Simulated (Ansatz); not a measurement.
Geometry relaxation, with input and output: Al$_{4}$Ru$_{5}$ (part 1 of 2)

- system: Al$_{4}$Ru$_{5}$ (slab, 9 atoms in the cell)
- method: DFT PBEsol, scalar-relativistic, plane waves, PAW, no spin polarisation (Ansatz 0.2.0)

The structure derives from an entry of the Crystallography Open Database. The input holds or restrains some coordinates. Forces given for the steps count only the free coordinates. It belongs to a series of runs on one base structure; here: clean surface, atoms relaxed. Figures and captions count atoms from 1; the log counts them from 0 in places.

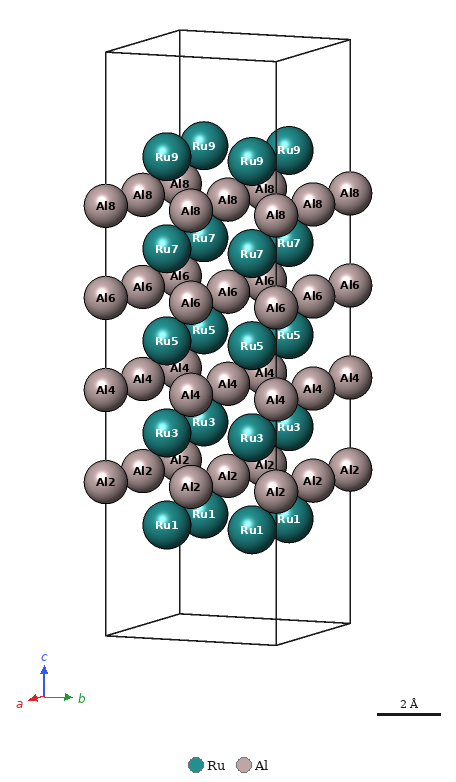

Figure 1. The starting structure (spheres-only view of the 2 × 2 repeat of the cell, with the vacuum cut short, seen slightly off an axis; atoms are numbered from 1 in the order of the input). An atom can appear more than once, as a periodic image.

Summary:

- outcome: converged under the restraints of the input
- electrons treated: 92
- free energy: −31181.2264 eV
- work function, top face: 4.41 eV
- work function, bottom face: 4.49 eV
- Fermi energy: 4.522 eV
- gap on the k-point mesh: none (metallic)
- final volume: 286.09 Å³
- work function (upper face): 4.41 eV
- largest force (length of the vector) at the end, held atoms and coordinates included: 0.850 eV/Å
- hardware: 1 thread of Arm Neoverse N1, 24 GiB of memory available, shared host
- wall time: 2.3 min
- peak memory: 0.51 GiB

Input:
```yaml
crystal:
  lattice:
    - [2.9916, 0.0, 0.0]
    - [0.0, 2.9916, 0.0]
    - [0.0, 0.0, 31.9663998047]
  atoms:
    - { symbol: Ru, position: [0.5, 0.5, 0.3128284718] }
    - { symbol: Al, position: [0.0, 0.0, 0.3596213492] }
    - { symbol: Ru, position: [0.5, 0.5, 0.4064142359] }
    - { symbol: Al, position: [0.0, 0.0, 0.4532071133] }
    - { symbol: Ru, position: [0.5, 0.5, 0.5] }
    - { symbol: Al, position: [0.0, 0.0, 0.5467928867] }
    - { symbol: Ru, position: [0.5, 0.5, 0.5935857641] }
    - { symbol: Al, position: [0.0, 0.0, 0.6403786508] }
    - { symbol: Ru, position: [0.5, 0.5, 0.6871715282] }
basis:
  ecutwfc: 420
  fft_grid_basis: typed
kpoints:
  mp_grid: { grid: [9, 9, 1] }
hamiltonian:
  xc: pbesol
scf:
  occupations: { method: gaussian, width: 0.1 }
output:
  forces: true
  eigenvalues: true
efield:
  axis: 3
  dipole_correction: true
  ramp_width: 0.04
relax:
  adjacent_minimum: "off"
  f_tol: 0.04
  max_steps: 40
  constraints: [{ sites: [0, 1, 2, 3] }]
```

Launch command:
```bash
ansatz run input.yaml --threads 1 --pin off --max-ram 2211MiB --backend cpu --events-out ev --progress --plain --runs-dir out
```

What the program printed:
```
Engine: ansatz 0.2.0, aarch64-unknown-linux-gnu
Pseudopotentials: kind: paw
Pseudopotential: Ru, paw, valence charge 16, recommended cutoff 420 eV (normal), Ru.paw.azcp
Pseudopotential: Al, paw, valence charge 3, recommended cutoff 420 eV (normal), Al.paw.azcp
Functional definition: PBEsol
  exchange = pbesol_x
  correlation = pbesol_c
Crystal: 9 atoms, lattice volume = 286.089 Å³
Basis set: ecut = 420 eV, 5399 PW (Γ), exchange–correlation on 40×40×432 points (8 copies of the dense FFT grid, shifted against one another)
Bands: 56, of which v1, the nominal top of the filled ones, is band 46 counted from 1 (45 counted from 0)
Symmetry: 8 space group operations
k-points: 15 of 81
Non-local potential: Ru, projectors of the file, l = 0: 3, l = 1: 2, l = 2: 2, l = 3: 1
Non-local potential: Al, projectors of the file, l = 0: 2, l = 1: 2, l = 2: 1
PAW form: soft (Blöchl's): semilocal exchange-correlation on the pseudo side does not see the compensation charge
PAW frozen core: Ru, regenerated for the run's functional, and the local potential with it (the file was generated under x = pbe(κ = 0.804, μ = 0.2195149727645171), c = pbe(β = 0.06672455060314922))
PAW frozen core: Al, regenerated for the run's functional, and the local potential with it (the file was generated under x = pbe(κ = 0.804, μ = 0.2195149727645171), c = pbe(β = 0.06672455060314922))
PAW one-centre angular grid: Ru, 590 points (default); XC on 64 Gauss nodes
PAW one-centre angular grid: Al, 110 points (default); XC on 64 Gauss nodes
Initial density: superposition of atomic densities (neutral atoms: chi_scale 0, normalization atom), corrected by the library's trained network
Initial wavefunctions: pseudopotential atomic-orbital guess
Functional: x = pbesol(κ = 0.804, μ = 0.12345679012345678), c = pbesol(β = 0.046)
SCF iter   1: F=—  HF=-31181.193982 eV  |F-HF|=—  |Δ(HF+E_count)|=         —  Δρ=9.38e-3  dr2=6.28e-1  ethr=1.77e-3  p=0.000 e·Å  D=3.21e-13 V/Å  ΔV_dip=-0.00 eV  dr2_dipole=1.43e-6  V_vac-E_F(+/−)=4.34/4.34 eV  ⟨swp⟩=9.1  Hψ=4041  notcnv=0  defer=4
efield: sawtooth ramp at fractional position 0.9800 (placed from the atoms, in the widest stretch of the axis that holds none; the zero of the levels goes with the place), width 0.0400; the density the first Hamiltonian is built on has a dipole p = 0.000 e·Å; the dipole correction subtracts the counter field D = 3.21e-13 V/Å, which shifts the + side's vacuum level by -0.00 eV against the − side's; the planar-averaged density in the ramp window peaks in size at 9.8e-6 e/Å³
preconditioner: auto → LDOS  [metal: Δε(μ)=0.008 eV  Ē_g=4.987 eV  σ=0.100 eV  W_gap=0.04  n_scr=58 (ndim 8)  ℏωp=15.8 eV  f_vac=0.517  D(μ)=10.81/eV (n_scr^D=86)  β→1.0]
SCF iter   2: F=—  HF=-31181.163707 eV  |F-HF|=—  |Δ(HF+E_count)|=   3.03e-2  Δρ=6.55e-3  dr2=1.26e-1  ethr=6.83e-4  p=-0.000 e·Å  D=-5.49e-6 V/Å  ΔV_dip=0.00 eV  dr2_dipole=1.18e-5  V_vac-E_F(+/−)=4.58/4.58 eV  ⟨swp⟩=2.3  Hψ=1397  notcnv=0  defer=36
SCF iter   3: F=—  HF=-31181.143139 eV  |F-HF|=—  |Δ(HF+E_count)|=   2.06e-2  Δρ=1.72e-3  dr2=2.53e-2  ethr=1.37e-4  p=-0.000 e·Å  D=-1.44e-6 V/Å  ΔV_dip=0.00 eV  dr2_dipole=4.66e-7  V_vac-E_F(+/−)=4.47/4.47 eV  ⟨swp⟩=2.0  Hψ=1330  notcnv=0  defer=36
SCF iter   4: F=—  HF=-31181.140811 eV  |F-HF|=—  |Δ(HF+E_count)|=   2.33e-3  Δρ=4.50e-4  dr2=8.75e-4  ethr=2.76e-5  p=0.000 e·Å  D=2.59e-6 V/Å  ΔV_dip=-0.00 eV  dr2_dipole=3.97e-8  V_vac-E_F(+/−)=4.49/4.49 eV  ⟨swp⟩=2.3  Hψ=1167  notcnv=0  defer=32
SCF iter   5: F=—  HF=-31181.140740 eV  |F-HF|=—  |Δ(HF+E_count)|=   7.07e-5  Δρ=1.23e-4  dr2=4.22e-5  ethr=9.51e-7  p=0.000 e·Å  D=1.72e-6 V/Å  ΔV_dip=-0.00 eV  dr2_dipole=8.41e-9  V_vac-E_F(+/−)=4.50/4.50 eV  ⟨swp⟩=2.5  Hψ=1503  notcnv=0  defer=31
SCF iter   6: F=-31181.140757 eV  HF=-31181.140754 eV  |F-HF|=2.66e-6  |Δ(HF+E_count)|=   1.36e-5  Δρ=4.62e-5  dr2=5.14e-6  ethr=4.35e-8  p=0.000 e·Å  D=8.95e-7 V/Å  ΔV_dip=-0.00 eV  dr2_dipole=9.59e-10  V_vac-E_F(+/−)=4.50/4.50 eV  ⟨swp⟩=16.1  Hψ=3969  notcnv=0
SCF 1 converged in 6 iterations: F = -31181.140757 eV  dr2 = 5.14e-6
  greatest PAW one-centre occupation: 0.999 electrons in one spin orbital (limit 2), on the Ru atom at site 8 (counted from 0), in its partial waves of l = 0
relax step   1: F+E_penalty+E_count = -31181.14075652 eV  Δ(F+E_penalty+E_count) = +0.000e0 eV  max|allowed force component| = 8.556e-1 eV/Å  Δτ_max = 0.0000 Å  (6 SCF iters, dr2 threshold 4.00e-5 eV, accepted)
Initial density: handed on by an earlier stage of this run
Initial wavefunctions: those handed on with the density
SCF iter   1: F=—  HF=-31181.324094 eV  |F-HF|=—  |Δ(HF+E_count)|=         —  Δρ=1.60e-2  dr2=7.52e0  ethr=3.10e-3  p=0.000 e·Å  D=9.39e-7 V/Å  ΔV_dip=-0.00 eV  dr2_dipole=3.65e0  V_vac-E_F(+/−)=4.46/4.46 eV  ⟨swp⟩=3.9  Hψ=1868  notcnv=0  defer=33
efield: sawtooth ramp at fractional position 0.9800 (handed on by an earlier solve), width 0.0400; the density the first Hamiltonian is built on has a dipole p = 0.000 e·Å; the dipole correction subtracts the counter field D = 9.39e-7 V/Å, which shifts the + side's vacuum level by -0.00 eV against the − side's; the planar-averaged density in the ramp window peaks in size at 1.1e-6 e/Å³
preconditioner: auto → LDOS  [metal: Δε(μ)=0.010 eV  Ē_g=5.109 eV  σ=0.100 eV  W_gap=0.06  n_scr=58 (ndim 8)  ℏωp=15.8 eV  f_vac=0.523  D(μ)=11.84/eV (n_scr^D=94)  β→1.0]
SCF iter   2: F=—  HF=-31181.250268 eV  |F-HF|=—  |Δ(HF+E_count)|=   7.38e-2  Δρ=5.90e-3  dr2=2.40e-1  ethr=3.10e-3  p=0.014 e·Å  D=8.77e-3 V/Å  ΔV_dip=-0.28 eV  dr2_dipole=5.15e-2  V_vac-E_F(+/−)=4.22/4.50 eV  ⟨swp⟩=2.0  Hψ=1161  notcnv=0  defer=41
SCF iter   3: F=—  HF=-31181.240824 eV  |F-HF|=—  |Δ(HF+E_count)|=   9.44e-3  Δρ=4.33e-3  dr2=1.27e-1  ethr=2.61e-4  p=0.005 e·Å  D=3.14e-3 V/Å  ΔV_dip=-0.10 eV  dr2_dipole=5.07e-3  V_vac-E_F(+/−)=4.41/4.51 eV  ⟨swp⟩=3.0  Hψ=1641  notcnv=0  defer=43
SCF iter   4: F=—  HF=-31181.222191 eV  |F-HF|=—  |Δ(HF+E_count)|=   1.86e-2  Δρ=6.10e-4  dr2=2.92e-3  ethr=1.38e-4  p=0.007 e·Å  D=4.28e-3 V/Å  ΔV_dip=-0.14 eV  dr2_dipole=3.12e-4  V_vac-E_F(+/−)=4.36/4.50 eV  ⟨swp⟩=2.1  Hψ=1428  notcnv=0  defer=43
SCF iter   5: F=—  HF=-31181.221562 eV  |F-HF|=—  |Δ(HF+E_count)|=   6.28e-4  Δρ=2.81e-4  dr2=1.41e-3  ethr=3.18e-6  p=0.006 e·Å  D=3.68e-3 V/Å  ΔV_dip=-0.12 eV  dr2_dipole=3.54e-5  V_vac-E_F(+/−)=4.38/4.50 eV  ⟨swp⟩=3.0  Hψ=1472  notcnv=0  defer=42
SCF iter   6: F=—  HF=-31181.221587 eV  |F-HF|=—  |Δ(HF+E_count)|=   2.46e-5  Δρ=1.83e-4  dr2=2.32e-4  ethr=1.53e-6  p=0.005 e·Å  D=3.25e-3 V/Å  ΔV_dip=-0.10 eV  dr2_dipole=1.01e-5  V_vac-E_F(+/−)=4.39/4.49 eV  ⟨swp⟩=1.1  Hψ=798  notcnv=0  defer=42
SCF iter   7: F=-31181.221600 eV  HF=-31181.221602 eV  |F-HF|=1.58e-6  |Δ(HF+E_count)|=   1.48e-5  Δρ=3.74e-5  dr2=7.22e-6  ethr=4.97e-8  p=0.005 e·Å  D=2.89e-3 V/Å  ΔV_dip=-0.09 eV  dr2_dipole=1.09e-7  V_vac-E_F(+/−)=4.40/4.49 eV  ⟨swp⟩=17.1  Hψ=4490  notcnv=0
SCF 2 converged in 7 iterations: F = -31181.221600 eV  dr2 = 7.22e-6
relax step   2: F+E_penalty+E_count = -31181.22160034 eV  Δ(F+E_penalty+E_count) = -8.084e-2 eV  max|allowed force component| = 1.597e-1 eV/Å  Δτ_max = 0.1947 Å  (7 SCF iters, dr2 threshold 4.58e-5 eV, accepted)
iter 1 solved again at ethr=2.37e-3 eV; its pass at ethr=3.10e-3 eV (dr2=2.18e0 eV) is discarded
SCF iter   1: F=—  HF=-31181.248515 eV  |F-HF|=—  |Δ(HF+E_count)|=         —  Δρ=7.32e-3  dr2=2.09e0  ethr=2.37e-3  p=0.005 e·Å  D=2.89e-3 V/Å  ΔV_dip=-0.09 eV  dr2_dipole=9.56e-1  V_vac-E_F(+/−)=4.38/4.47 eV  ⟨swp⟩=1.1  Hψ=2428  notcnv=0  defer=39
efield: sawtooth ramp at fractional position 0.9800 (handed on by an earlier solve), width 0.0400; the density the first Hamiltonian is built on has a dipole p = 0.005 e·Å; the dipole correction subtracts the counter field D = 2.89e-3 V/Å, which shifts the + side's vacuum level by -0.09 eV against the − side's; the planar-averaged density in the ramp window peaks in size at 8.3e-7 e/Å³
preconditioner: auto → LDOS  [metal: Δε(μ)=0.010 eV  Ē_g=5.111 eV  σ=0.100 eV  W_gap=0.05  n_scr=58 (ndim 8)  ℏωp=15.8 eV  f_vac=0.525  D(μ)=11.51/eV (n_scr^D=94)  β→1.0]
SCF iter   2: F=—  HF=-31181.232959 eV  |F-HF|=—  |Δ(HF+E_count)|=   1.56e-2  Δρ=1.99e-3  dr2=5.77e-2  ethr=2.27e-3  p=0.006 e·Å  D=3.76e-3 V/Å  ΔV_dip=-0.12 eV  dr2_dipole=2.39e-2  V_vac-E_F(+/−)=4.37/4.49 eV  ⟨swp⟩=1.3  Hψ=805  notcnv=0  defer=39
SCF iter   3: F=—  HF=-31181.228906 eV  |F-HF|=—  |Δ(HF+E_count)|=   4.05e-3  Δρ=1.63e-3  dr2=1.76e-2  ethr=6.27e-5  p=0.005 e·Å  D=3.17e-3 V/Å  ΔV_dip=-0.10 eV  dr2_dipole=7.86e-4  V_vac-E_F(+/−)=4.40/4.50 eV  ⟨swp⟩=2.4  Hψ=1501  notcnv=0  defer=39
SCF iter   4: F=—  HF=-31181.226654 eV  |F-HF|=—  |Δ(HF+E_count)|=   2.25e-3  Δρ=2.02e-4  dr2=2.84e-4  ethr=1.91e-5  p=0.005 e·Å  D=3.22e-3 V/Å  ΔV_dip=-0.10 eV  dr2_dipole=5.39e-8  V_vac-E_F(+/−)=4.39/4.50 eV  ⟨swp⟩=2.1  Hψ=1290  notcnv=0  defer=39
SCF iter   5: F=—  HF=-31181.226653 eV  |F-HF|=—  |Δ(HF+E_count)|=   1.44e-6  Δρ=8.49e-5  dr2=1.10e-4  ethr=3.09e-7  p=0.005 e·Å  D=3.02e-3 V/Å  ΔV_dip=-0.10 eV  dr2_dipole=2.19e-6  V_vac-E_F(+/−)=4.40/4.49 eV  ⟨swp⟩=3.1  Hψ=1496  notcnv=0  defer=39
SCF iter   6: F=—  HF=-31181.226651 eV  |F-HF|=—  |Δ(HF+E_count)|=   2.18e-6  Δρ=4.24e-5  dr2=1.78e-5  ethr=1.19e-7  p=0.005 e·Å  D=2.91e-3 V/Å  ΔV_dip=-0.09 eV  dr2_dipole=9.64e-7  V_vac-E_F(+/−)=4.40/4.49 eV  ⟨swp⟩=1.3  Hψ=831  notcnv=0  defer=39
SCF iter   7: F=—  HF=-31181.226422 eV  |F-HF|=—  |Δ(HF+E_count)|=   2.28e-4  Δρ=8.25e-6  dr2=7.12e-7  ethr=1.93e-8  p=0.004 e·Å  D=2.81e-3 V/Å  ΔV_dip=-0.09 eV  dr2_dipole=9.93e-8  V_vac-E_F(+/−)=4.40/4.49 eV  ⟨swp⟩=2.1  Hψ=1112  notcnv=0  defer=41
iter 8 did not close the SCF: its close was put off until two iterations running show no level that it waits for move by more than its bar (scf_convergence_deferred on its scf_iter line)
SCF iter   8: F=-31181.226423 eV  HF=-31181.226423 eV  |F-HF|=1.31e-8  |Δ(HF+E_count)|=   3.91e-7  Δρ=3.39e-6  dr2=6.48e-8  ethr=1.09e-10  p=0.004 e·Å  D=2.76e-3 V/Å  ΔV_dip=-0.09 eV  dr2_dipole=4.35e-10  V_vac-E_F(+/−)=4.40/4.49 eV  ⟨swp⟩=16.7  Hψ=4575  notcnv=0
iter 9 did not close the SCF: its close was put off until two iterations running show no level that it waits for move by more than its bar (scf_convergence_deferred on its scf_iter line)
SCF iter   9: F=-31181.226423 eV  HF=-31181.226423 eV  |F-HF|=8.39e-9  |Δ(HF+E_count)|=   3.28e-8  Δρ=1.05e-6  dr2=1.02e-8  ethr=7.04e-11  p=0.004 e·Å  D=2.75e-3 V/Å  ΔV_dip=-0.09 eV  dr2_dipole=7.51e-11  V_vac-E_F(+/−)=4.40/4.49 eV  ⟨swp⟩=5.1  Hψ=3194  notcnv=0
SCF iter  10: F=-31181.226423 eV  HF=-31181.226423 eV  |F-HF|=4.49e-9  |Δ(HF+E_count)|=   8.91e-9  Δρ=3.62e-7  dr2=1.34e-9  ethr=1.11e-11  p=0.004 e·Å  D=2.74e-3 V/Å  ΔV_dip=-0.09 eV  dr2_dipole=8.21e-11  V_vac-E_F(+/−)=4.41/4.49 eV  ⟨swp⟩=3.5  Hψ=2569  notcnv=0
SCF 3 converged in 10 iterations: F = -31181.226423 eV  dr2 = 1.34e-9
relax step   3: F+E_penalty+E_count = -31181.22642286 eV  Δ(F+E_penalty+E_count) = -4.823e-3 eV  max|allowed force component| = 2.301e-2 eV/Å  Δτ_max = 0.0551 Å  (10 SCF iters, accepted)
```
